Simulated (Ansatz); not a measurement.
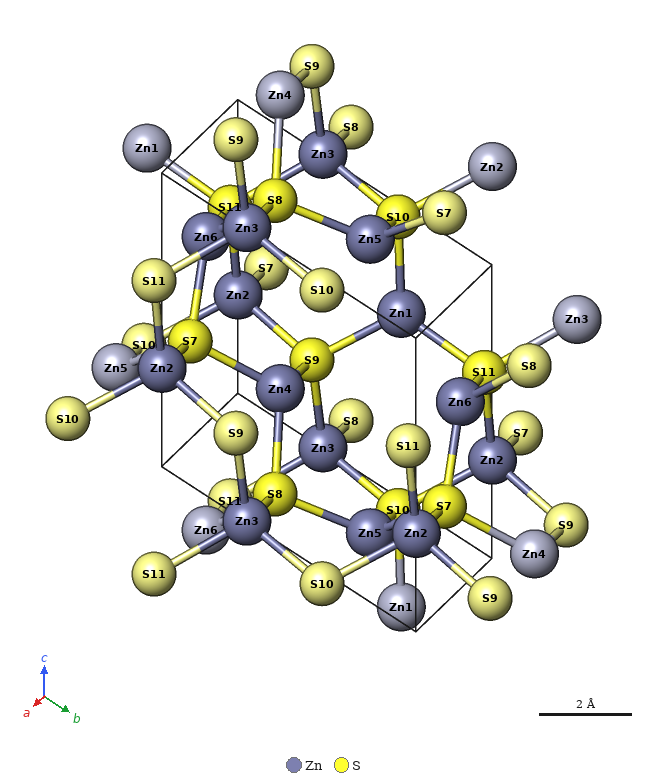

The input geometry (ball-and-stick view of the cell of the calculation, seen slightly off an axis; neighbours outside the cell are drawn fainter; atoms are numbered from 1 in the order of the input). An atom can appear more than once, as a periodic image.

Single-point calculation, with input and output: Zn₆S₅ (charge +1)

Zn₆S₅ (defect cell, 11 atoms in the cell, total charge +1), computed with DFT, PBE, plane waves, PAW, spin-polarised (Ansatz 0.2.0).

The structure derives from a Materials Project entry. Figures and captions count atoms from 1; the log counts them from 0 in places.

What the program printed:
```
scf.n_extra_bands = 32 over 51 filled bands (N_el = 101.0): the run solves 83 bands
Engine: ansatz 0.2.0, aarch64-unknown-linux-gnu
Pseudopotentials: kind: paw
Pseudopotential: Zn, paw, valence charge 12, recommended cutoff 420 eV (normal), Zn.paw.azcp
Pseudopotential: S, paw, valence charge 6, recommended cutoff 420 eV (normal), S.paw.azcp
Functional definition: PBE
  parameter kappa = 0.804
  parameter beta = 0.06672455060314922
  exchange = pbe_x(kappa = kappa, mu = beta*pi^2/3)
  correlation = pbe_c(beta = beta)
Crystal: 11 atoms, lattice volume = 242.044 Å³
Basis set: ecut = 420 eV, 4737 PW (Γ), exchange–correlation on 90×90×90 points (8 copies of the dense FFT grid, shifted against one another)
Bands: 83, of which v1, the nominal top of the filled ones, is band 51 counted from 1 (50 counted from 0)
Symmetry: 6 space group operations
Space group: P31m (ITA 157), of the structure as read, at distance tolerance 6.2e-5 Å
Magnetic group: BNS 157.53 (UNI 1283), of the structure as read, at distance tolerance 6.2e-5 Å
k-points: 4 of 8
Non-local potential: Zn, projectors of the file, l = 0: 2, l = 1: 2, l = 2: 3, l = 3: 1
Non-local potential: S, projectors of the file, l = 0: 2, l = 1: 2, l = 2: 2
PAW form: soft (Blöchl's): semilocal exchange-correlation on the pseudo side does not see the compensation charge
PAW one-centre angular grid: Zn, 590 points (default); XC on 64 Gauss nodes
PAW one-centre angular grid: S, 110 points (default); XC on 64 Gauss nodes
Initial density: superposition of atomic densities (chi_scale 0.1, normalization cell, long waves kept (reshape's long-wave potential 0.06 eV rms))
Starting moments: Σ|m| = 3 μB on 4 of 11 sites
Initial wavefunctions: pseudopotential atomic-orbital guess
Functional: x = pbe(κ = 0.804, μ = 0.2195149727645171), c = pbe(β = 0.06672455060314922)
SCF iter   1: F=—  HF=-24438.325057 eV  |F-HF|=—  |Δ(HF+E_count)|=         —  Δρ=7.26e-2 (↑2.98e-2 ↓7.26e-2)  dr2=6.52e0  dr2_m=4.25e0  M=0.250 μB ∫|m|=0.330 μB  β_m=0.30  ethr=3.10e-3  ⟨swp⟩=5.8  Hψ=2757  notcnv=0  defer=84
preconditioner: auto → Resta (q_TF=auto, 2.358 Å⁻¹)  ε∞=3.7  [insulator: Δε(μ)=0.149 eV  Ē_g=14.591 eV  σ=0.010 eV  W_gap=0.67  n_scr=58 (ndim 8)  ℏωp=24.0 eV  f_vac=0.057  D(μ)=19.28/eV (n_scr^D=216)  ε∞_Penn≈3.7]
spin=Collinear: Resta preconditioning applied to the charge; magnetization (m = ρ↑ − ρ↓) channel mixes plain (no charge-response kernel on spin).
SCF iter   2: F=—  HF=-24436.836114 eV  |F-HF|=—  |Δ(HF+E_count)|=    1.49e0  Δρ=4.38e-2 (↑2.35e-2 ↓4.38e-2)  dr2=1.88e0  dr2_m=2.11e0  M=0.250 μB ∫|m|=0.306 μB  β_m=0.30  ethr=3.10e-3  ⟨swp⟩=2.0  Hψ=1182  notcnv=0  defer=210
SCF iter   3: F=—  HF=-24436.337683 eV  |F-HF|=—  |Δ(HF+E_count)|=   4.98e-1  Δρ=2.33e-2 (↑2.13e-2 ↓2.33e-2)  dr2=2.17e-1  dr2_m=1.05e0  M=0.250 μB ∫|m|=0.290 μB  β_m=0.30  ethr=1.86e-3  ⟨swp⟩=2.4  Hψ=887  notcnv=0  defer=212
SCF iter   4: F=—  HF=-24436.350848 eV  |F-HF|=—  |Δ(HF+E_count)|=   1.32e-2  Δρ=1.67e-2 (↑1.67e-2 ↓1.45e-2)  dr2=2.47e-2  dr2_m=5.35e-1  M=0.250 μB ∫|m|=0.279 μB  β_m=0.30  ethr=2.15e-4  ⟨swp⟩=2.2  Hψ=1072  notcnv=0  defer=206
SCF iter   5: F=—  HF=-24436.394182 eV  |F-HF|=—  |Δ(HF+E_count)|=   4.33e-2  Δρ=1.23e-2 (↑1.23e-2 ↓9.88e-3)  dr2=1.45e-2  dr2_m=2.71e-1  M=0.250 μB ∫|m|=0.272 μB  β_m=0.30  ethr=2.45e-5  ⟨swp⟩=2.0  Hψ=854  notcnv=0  defer=206
SCF iter   6: F=—  HF=-24436.406857 eV  |F-HF|=—  |Δ(HF+E_count)|=   1.27e-2  Δρ=8.21e-3 (↑8.21e-3 ↓7.55e-3)  dr2=2.13e-3  dr2_m=1.37e-1  M=0.250 μB ∫|m|=0.268 μB  β_m=0.30  ethr=1.44e-5  ⟨swp⟩=2.2  Hψ=718  notcnv=0  defer=206
SCF iter   7: F=—  HF=-24436.413443 eV  |F-HF|=—  |Δ(HF+E_count)|=   6.59e-3  Δρ=5.69e-3 (↑5.51e-3 ↓5.69e-3)  dr2=1.04e-4  dr2_m=6.96e-2  M=0.250 μB ∫|m|=0.265 μB  β_m=0.30  ethr=2.10e-6  ⟨swp⟩=2.0  Hψ=916  notcnv=0  defer=206
Mixer restart at iter 7: flushing history
spin-set hold released at iteration 7 (site moments contracting): the magnetisation degrees of freedom join the quasi-Newton model from the next iteration; the mixer history was flushed
SCF iter   8: F=—  HF=-24436.416942 eV  |F-HF|=—  |Δ(HF+E_count)|=   3.50e-3  Δρ=4.20e-3 (↑3.80e-3 ↓4.20e-3)  dr2=2.99e-4  dr2_m=3.54e-2  M=0.250 μB ∫|m|=0.263 μB  β_m=0.65  ethr=1.03e-7  ⟨swp⟩=2.0  Hψ=938  notcnv=0  defer=206
SCF iter   9: F=—  HF=-24436.421551 eV  |F-HF|=—  |Δ(HF+E_count)|=   4.61e-3  Δρ=4.60e-4 (↑4.60e-4 ↓4.01e-4)  dr2=9.44e-4  dr2_m=4.13e-6  M=0.250 μB ∫|m|=0.264 μB  β_m=0.50  ethr=1.03e-7  ⟨swp⟩=2.9  Hψ=1103  notcnv=0  defer=206
SCF iter  10: F=—  HF=-24436.420855 eV  |F-HF|=—  |Δ(HF+E_count)|=   6.96e-4  Δρ=4.09e-5 (↑4.09e-5 ↓2.45e-5)  dr2=5.01e-6  dr2_m=1.63e-6  M=0.250 μB ∫|m|=0.264 μB  β_m=0.75  ethr=1.03e-7  ⟨swp⟩=2.4  Hψ=1047  notcnv=0  defer=206
SCF iter  11: F=—  HF=-24436.420762 eV  |F-HF|=—  |Δ(HF+E_count)|=   9.27e-5  Δρ=1.47e-5 (↑1.47e-5 ↓1.20e-5)  dr2=1.06e-6  dr2_m=1.97e-7  M=0.250 μB ∫|m|=0.264 μB  β_m=0.88  ethr=4.96e-9  ⟨swp⟩=2.0  Hψ=907  notcnv=0  defer=206
SCF iter  12: F=—  HF=-24436.420766 eV  |F-HF|=—  |Δ(HF+E_count)|=   3.31e-6  Δρ=5.28e-6 (↑5.28e-6 ↓4.70e-6)  dr2=2.51e-7  dr2_m=4.87e-9  M=0.250 μB ∫|m|=0.264 μB  β_m=0.94  ethr=1.05e-9  ⟨swp⟩=2.1  Hψ=865  notcnv=0  defer=206
SCF iter  13: F=—  HF=-24436.420766 eV  |F-HF|=—  |Δ(HF+E_count)|=   3.23e-7  Δρ=3.68e-6 (↑3.64e-6 ↓3.68e-6)  dr2=9.25e-8  dr2_m=1.30e-10  M=0.250 μB ∫|m|=0.264 μB  β_m=0.79  ethr=9.90e-11  ⟨swp⟩=11.8  Hψ=3858  notcnv=0
SCF iter  14: F=-24436.420766 eV  HF=-24436.420766 eV  |F-HF|=1.75e-10  |Δ(HF+E_count)|=   1.61e-8  Δρ=1.59e-6 (↑1.59e-6 ↓1.54e-6)  dr2=2.22e-8  dr2_m=3.56e-11  M=0.250 μB ∫|m|=0.264 μB  ethr=9.16e-11  ⟨swp⟩=4.1  Hψ=1810  notcnv=0
SCF 1 converged in 14 iterations: F = -24436.420766 eV  dr2 = 2.22e-8
  greatest PAW one-centre occupation: 0.985 electrons in one spin orbital (limit 2), on the Zn atom at site 0 (counted from 0), in its partial waves of l = 2
```

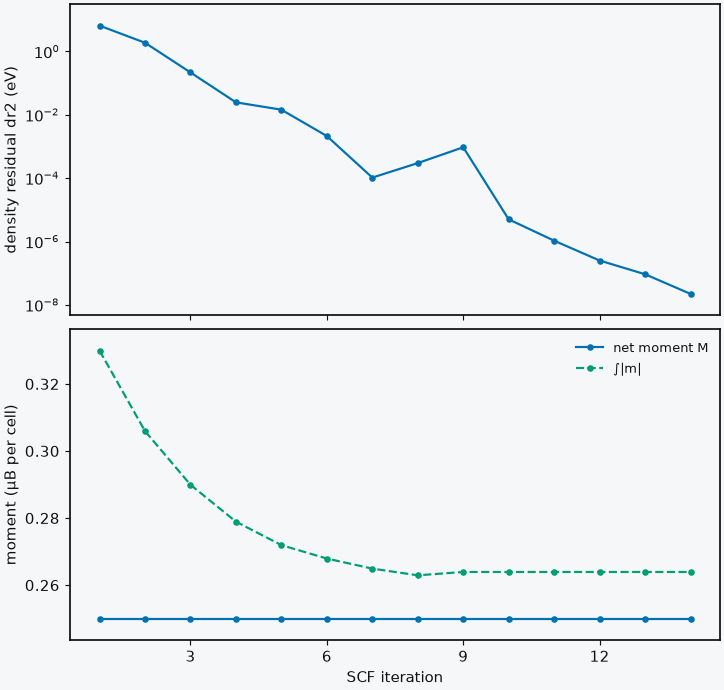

Convergence of the self-consistent field: density residual dr2 and magnetic moment against the SCF iteration. The residual falls unevenly and jumps up by a factor of two or more 2 times on the way down. The net moment stays at 0.2 μB per cell.

```
SCF converged after 14 iterations
Magnetization: 0.2500 μB (50.6250 up, 50.3750 down)
Absolute magnetization: 0.2650 μB (∫|ρ↑−ρ↓|, with the PAW one-centre terms)
Spin contamination: 0.0005 ħ² per cell (⟨S²⟩ above its minimum at these occupations)
Per-site moments (μB) at R_I (Å): [(0.0022547203164667703, 0.9373093491297584), (0.001175241284885497, 0.9623900033273025), (0.001175241284885531, 0.9623900033273025), (0.007896461561551002, 0.952933632821833), (0.007896461561551158, 0.952933632821833), (0.007896461561550902, 0.952933632821833), (0.003492916255577289, 0.9588518457321886), (0.003492916255577175, 0.9588518457321882), (0.006248092394779695, 0.9373093491297584), (0.006248092394779809, 0.9373093491297585), (0.006248092394779605, 0.9373093491297587)]
Free energy (F): -24436.420766 eV
Harris-Foulkes:  -24436.420766 eV  (|F-HF|=1.75e-10)
Internal energy: -24436.419802 eV  (E = F + TS)
E sigma→0 (E₀):  -24436.420284 eV
Entropy (-TS):   -0.000964 eV (-0.088 meV/atom)
Fermi energy:    6.502924 eV
--- Per-component energies (eV) ---
  E_band       = -84.812000
  E_kinetic    = 1308.294082
  E_local      = -12851.737696  (includes V_loc(G=0)·N_el)
  E_nonlocal   = 3825.655822
  E_hartree    = 5387.767721
  E_xc         = -1296.933914
  E_vxc        = -733.467908  (∫ρ·V_xc dr)
  E_paw        = -13970.327790  (= ΣΔE_a)
  E_vpaw       = -2409.082875  (= ΣTr[D̂ρ^β])
  E_aug_tail   = -0.002171  (compensation charges beyond the density's cutoff)
  E_ewald      = -6839.135856
  E_smearing   = -0.000964  (= −TS)
  E_closure    = 0.000000  (closes the sum)
  E_deformation_potential = 10.622281  (in the stress; not in F)
  Σ components = -24436.420766   (vs F -24436.420766, Δ=0.00e0)
--- Forces (eV/Å), atoms counted from 1 ---
  atom   1  Zn     0.00000000     0.00000000    -0.00746875
  atom   2  Zn     0.00000000    -0.00000000     0.00155597
  atom   3  Zn    -0.00000000     0.00000000     0.00155597
  atom   4  Zn     0.00296326    -0.00171084     0.02380597
  atom   5  Zn     0.00000000     0.00342168     0.02380597
  atom   6  Zn    -0.00296326    -0.00171084     0.02380597
  atom   7  S      0.00000000    -0.00000000    -0.01172678
  atom   8  S     -0.00000000     0.00000000    -0.01172678
  atom   9  S      0.01515843    -0.00875172    -0.01454633
  atom  10  S      0.00000000     0.01750344    -0.01454633
  atom  11  S     -0.01515843    -0.00875172    -0.01454633
  max |Σ_I F_I| component: 3.15e-5 eV/Å
--- Band table (eV; the first three rows and the last of 8) ---
  k-point 0 ↑: bands = ["-8.3816", "-7.6075", "-7.4313", "-7.4193", "-7.4193", "-1.6789", "-1.6789", "-1.6212", "-1.6130", "-1.6130", "-1.5302", "-1.5001", "-1.5001", "-1.4622", "-1.4622", "-1.3847", "-1.2768", "-1.2768", "-1.2443", "-1.2443", "-1.2380", "-1.2330", "-1.2032", "-1.1805", "-1.1805", "-1.1593", "-1.1593", "-1.0802", "-1.0802", "-1.0519", "-1.0519", "-0.9312", "-0.8934", "-0.7694", "-0.7694", "-0.4215", "0.4316", "0.4960", "0.6343", "0.6343", "1.5000", "1.5000", "2.2939", "2.5410", "2.5410", "3.0592", "3.0592", "3.9191", "4.2603", "4.2603", "5.2602", "7.4952", "8.4089", "8.4089", "8.8797", "9.4367", "9.4367", "10.1361", "10.5733", "11.0997", "11.0997", "11.7997", "11.9191", "11.9208", "11.9208", "12.5912", "12.9266", "12.9266", "13.2171", "13.2171", "13.4078", "14.1394", "14.2680", "14.2680", "14.9972", "14.9972", "15.3197", "15.3197", "16.0019", "16.0019", "16.1557", "16.3617", "16.6727"]
  k-point 1 ↑: bands = ["-8.0518", "-7.8888", "-7.5844", "-7.4193", "-7.3705", "-1.7009", "-1.6960", "-1.6491", "-1.5872", "-1.5702", "-1.5642", "-1.5469", "-1.5351", "-1.4745", "-1.4492", "-1.3848", "-1.3678", "-1.3390", "-1.3069", "-1.2953", "-1.2476", "-1.2317", "-1.2233", "-1.1855", "-1.1827", "-1.1532", "-1.1511", "-1.1209", "-1.0955", "-1.0833", "-1.0333", "-1.0071", "-0.8743", "-0.8376", "-0.7904", "-0.0489", "0.1414", "0.5235", "0.9373", "1.5177", "1.6738", "1.8532", "2.1885", "2.2229", "2.6539", "2.9503", "3.2026", "3.4847", "3.8439", "3.9402", "6.5833", "7.5107", "7.9706", "8.3473", "8.6112", "9.3953", "9.4485", "10.0441", "10.5169", "10.5959", "10.8426", "10.8812", "11.4559", "11.6209", "11.8719", "12.1551", "12.4775", "12.7051", "13.0557", "13.1691", "13.8909", "14.0925", "14.3536", "14.3819", "14.7483", "14.9447", "15.0737", "15.4406", "16.1985", "16.4143", "16.5630", "17.4320", "17.5036"]
  k-point 2 ↑: bands = ["-8.1260", "-7.9084", "-7.4184", "-7.4078", "-7.4078", "-1.6784", "-1.6784", "-1.6138", "-1.5895", "-1.5842", "-1.5842", "-1.5699", "-1.5699", "-1.4820", "-1.4750", "-1.4225", "-1.4225", "-1.3589", "-1.3589", "-1.2495", "-1.2495", "-1.2355", "-1.2338", "-1.1920", "-1.1920", "-1.1567", "-1.1567", "-1.1108", "-1.1108", "-1.0955", "-1.0487", "-1.0487", "-0.8167", "-0.7575", "-0.7575", "-0.0484", "0.1848", "0.5112", "0.5112", "1.4973", "1.5742", "1.5742", "2.2657", "2.5671", "2.5671", "3.2425", "3.4860", "3.4860", "4.1723", "4.1723", "5.9509", "7.7008", "8.4161", "8.4161", "8.8116", "9.1507", "9.8239", "9.8239", "10.3573", "11.1609", "11.1609", "11.2657", "11.6151", "11.6868", "11.6868", "11.9001", "11.9001", "12.0610", "12.1898", "12.1898", "13.2476", "14.4643", "14.4643", "14.7955", "14.7955", "15.3517", "15.3870", "15.3870", "15.6802", "16.8488", "16.8488", "16.8782", "17.0220"]
  k-point 3 ↓: bands = ["-7.7483", "-7.7445", "-7.7333", "-7.5823", "-7.4815", "-1.7321", "-1.6980", "-1.6344", "-1.6218", "-1.6088", "-1.5885", "-1.5715", "-1.5633", "-1.4780", "-1.4720", "-1.4558", "-1.3934", "-1.3832", "-1.3537", "-1.3149", "-1.2685", "-1.2647", "-1.2397", "-1.1558", "-1.1471", "-1.1352", "-1.1139", "-1.1071", "-1.0995", "-1.0657", "-1.0496", "-1.0202", "-1.0040", "-0.9775", "-0.8751", "-0.0642", "0.3776", "0.7964", "1.1468", "1.3667", "1.6260", "2.8750", "2.9173", "2.9550", "3.0063", "3.0257", "3.0489", "3.1493", "3.1815", "3.2647", "6.5060", "7.9249", "8.1072", "8.2481", "8.9384", "9.2183", "9.4489", "9.7128", "10.2913", "10.3433", "10.4334", "10.5532", "11.3441", "11.5916", "11.9254", "11.9367", "12.5750", "12.6032", "13.0711", "13.1462", "13.3911", "13.4971", "14.1584", "14.1809", "14.9053", "15.5450", "15.6000", "15.9228", "16.2150", "16.2983", "16.8766", "16.9880", "17.2779"]
```

This output came from the following input.

Input:
```yaml
crystal:
  lattice:
    - [0.0, 0.0, -6.3046430411]
    - [-5.7661004008, -3.3290596185, 0.0]
    - [1.0e-10, 6.6581192371, 0.0]
  atoms:
    - { symbol: Zn, position: [1.0779913326, 0.6666666667, 0.6666666667], spin: 0.75 }
    - { symbol: Zn, position: [0.9938540091, 1.0, 0.3333333333] }
    - { symbol: Zn, position: [0.9938540091, 0.3333333333, 1.0] }
    - { symbol: Zn, position: [0.4849420247, 0.3124880809, 0.3124880809], spin: 0.75 }
    - { symbol: Zn, position: [0.4849420247, 0.6666666667, 1.0208452524], spin: 0.75 }
    - { symbol: Zn, position: [0.4849420247, 1.0208452524, 0.6666666667], spin: 0.75 }
    - { symbol: S, position: [0.6237986928, 1.0, 0.3333333333] }
    - { symbol: S, position: [0.6237986928, 0.3333333333, 1.0] }
    - { symbol: S, position: [0.1188701719, 0.3275916703, 0.3275916703] }
    - { symbol: S, position: [0.1188701719, 0.6666666667, 1.0057416631] }
    - { symbol: S, position: [0.1188701719, 1.0057416631, 0.6666666667] }
  host:
    lattice:
      - [3.8440669338, 0.0, 0.0]
      - [-1.9220334669, 3.3290596186, 0.0]
      - [0.0, 0.0, 6.3046430411]
    atoms:
      - { symbol: Zn, position: [0.3333333333, 0.6666666667, 0.0002666736] }
      - { symbol: Zn, position: [0.6666666667, 0.3333333333, 0.5002666736] }
      - { symbol: S, position: [0.3333333333, 0.6666666667, 0.3747333264] }
      - { symbol: S, position: [0.6666666667, 0.3333333333, 0.8747333264] }
total_charge: 1
basis:
  ecutwfc: 420
  xc_grid: 2
kpoints:
  mp_grid: { grid: [2, 2, 2], shift: [0.0, 0.0, 0.0] }
hamiltonian:
  xc: pbe
scf:
  occupations: { method: gaussian, width: 0.01 }
  algorithm: density_mixing
  n_extra_bands: 32
output:
  forces: true
  eigenvalues: true
magnetization:
  spin_polarized: true
```

Launched with:
```bash
ansatz run input.yaml --threads 4 --pin off --max-ram 10240MiB --backend cpu --events-out ev --progress --plain --runs-dir out
```

Key numbers:

| quantity | value |
| --- | --- |
| outcome | converged |
| electrons treated | 101 |
| free energy | −24436.4208 eV |
| Fermi energy | 6.503 eV |
| gap on the k-point mesh | none (metallic) |
| net moment of the cell | 0.25 μB |
| integrated absolute moment | 0.26 μB |
| largest force (length of the vector) | 0.024 eV/Å |
| hardware | 4 threads of Arm Neoverse V1, 24 GiB of memory available, shared host |
| wall time | 3.9 s (CPU time 14 s) |
| peak memory | 0.69 GiB |

Remarks:

Settings chosen away from the usual ones: scf.algorithm set to density_mixing; scf.n_extra_bands set to 32. The cell is charged and computed with a neutralising background, so its energy and pressure depend on the cell and aren't those of a real crystal. The k-point mesh is coarse for a cell of this size, so the results may not be converged.
